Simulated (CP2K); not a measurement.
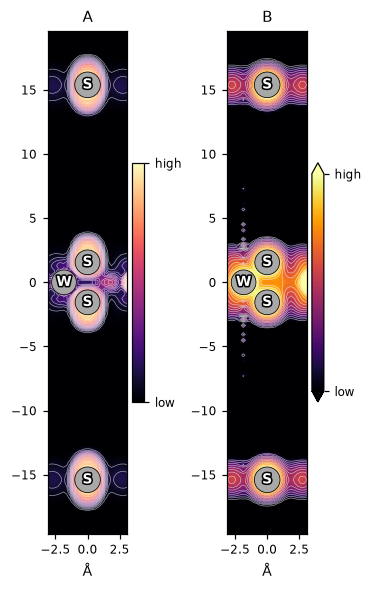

WS4 (slab): 2 fields on the (110) plane of the calculation cell, a cut from vacuum to vacuum, with unlabelled colour scales. Grey discs cover the atomic cores.

These are results of Kohn-Sham DFT of a periodic cell, PBE, GTH-PBE with UZH-TZVP basis in CP2K 2026.2, not measurements.

Input file:

```
&GLOBAL
  PROJECT ws4_workfunction
  RUN_TYPE ENERGY_FORCE
  PRINT_LEVEL LOW
&END GLOBAL
&FORCE_EVAL
  METHOD QS
  &DFT
    BASIS_SET_FILE_NAME BASIS_MOLOPT_UZH
    POTENTIAL_FILE_NAME POTENTIAL_UZH
    &MGRID
      CUTOFF 450
      REL_CUTOFF 60
      NGRIDS 5
    &END MGRID
    &QS
      METHOD GPW
      EPS_DEFAULT 1.0E-10
    &END QS
    &KPOINTS
      SCHEME MONKHORST-PACK 10 10 1
      GAMMA_CENTERED T
      SYMMETRY T
      SYMMETRY_BACKEND SPGLIB
    &END KPOINTS
    &SCF
      SCF_GUESS ATOMIC
      EPS_SCF 1.0E-6
      MAX_SCF 100
      ADDED_MOS 19
      CHOLESKY OFF
      EPS_EIGVAL 1.0E-7
      &DIAGONALIZATION ON
        ALGORITHM STANDARD
      &END DIAGONALIZATION
      &MIXING ON
        METHOD BROYDEN_MIXING
        ALPHA 0.2
        BETA 1.5
        NBUFFER 8
      &END MIXING
      &SMEAR ON
        METHOD FERMI_DIRAC
        ELECTRONIC_TEMPERATURE [K] 580.226
      &END SMEAR
    &END SCF
    &XC
      &XC_FUNCTIONAL
        &GGA_X_PBE
        &END GGA_X_PBE
        &GGA_C_PBE
        &END GGA_C_PBE
      &END XC_FUNCTIONAL
    &END XC
    &PRINT
      &KPOINTS ON
      &END KPOINTS
      &MULLIKEN ON
      &END MULLIKEN
      &MO ON
        ENERGIES T
        OCCUPATION_NUMBERS T
        &EACH
          QS_SCF 0
        &END EACH
        ADD_LAST NUMERIC
      &END MO
      &LOWDIN ON
      &END LOWDIN
      &HIRSHFELD ON
        SHAPE_FUNCTION DENSITY
      &END HIRSHFELD
      &E_DENSITY_CUBE ON
        STRIDE 1
      &END E_DENSITY_CUBE
      &V_HARTREE_CUBE ON
        STRIDE 1
      &END V_HARTREE_CUBE
      &ELF_CUBE ON
        STRIDE 1
      &END ELF_CUBE
    &END PRINT
  &END DFT
  &SUBSYS
    &CELL
      A 3.1835163551 0.0000000000 0.0000000000
      B -1.5917581776 2.7570060369 0.0000000000
      C 0.0000000000 0.0000000000 45.7822321587
      PERIODIC XYZ
    &END CELL
    &COORD
      SCALED
      S   0.6666666700 0.3333333400 0.1638190111
      S   0.6666666700 0.3333333400 0.4659374011
      W   0.3333333300 0.6666666600 0.5000000000
      S   0.6666666700 0.3333333400 0.5340625989
      S   0.6666666700 0.3333333400 0.8361809889
    &END COORD
    &KIND S
      BASIS_SET TZVP-MOLOPT-PBE-GTH-q6
      POTENTIAL GTH-PBE-q6
    &END KIND
    &KIND W
      BASIS_SET TZVP-MOLOPT-PBE-GTH-q14
      POTENTIAL GTH-PBE-q14
    &END KIND
    &PRINT
      &ATOMIC_COORDINATES ON
      &END ATOMIC_COORDINATES
      &CELL ON
      &END CELL
    &END PRINT
  &END SUBSYS
  &PRINT
    &FORCES ON
    &END FORCES
  &END PRINT
&END FORCE_EVAL
```

Run with:

```sh
OMP_NUM_THREADS=1 mpirun -n 2 cp2k.psmp -i ws4_workfunction.inp -o ws4_workfunction.out
```

Which field does each panel show? The fields are: electron localisation function and valence pseudo-density.

Answer. Panel A: electron localisation function. Panel B: valence pseudo-density. From the grid: W–S (2.41 Å): ρ is about 0.62 e/Å³ halfway; the ELF peaks at about 0.85 in the valence shell of S, 0.8 Å from its nucleus, and is about 0.50 at the midpoint.
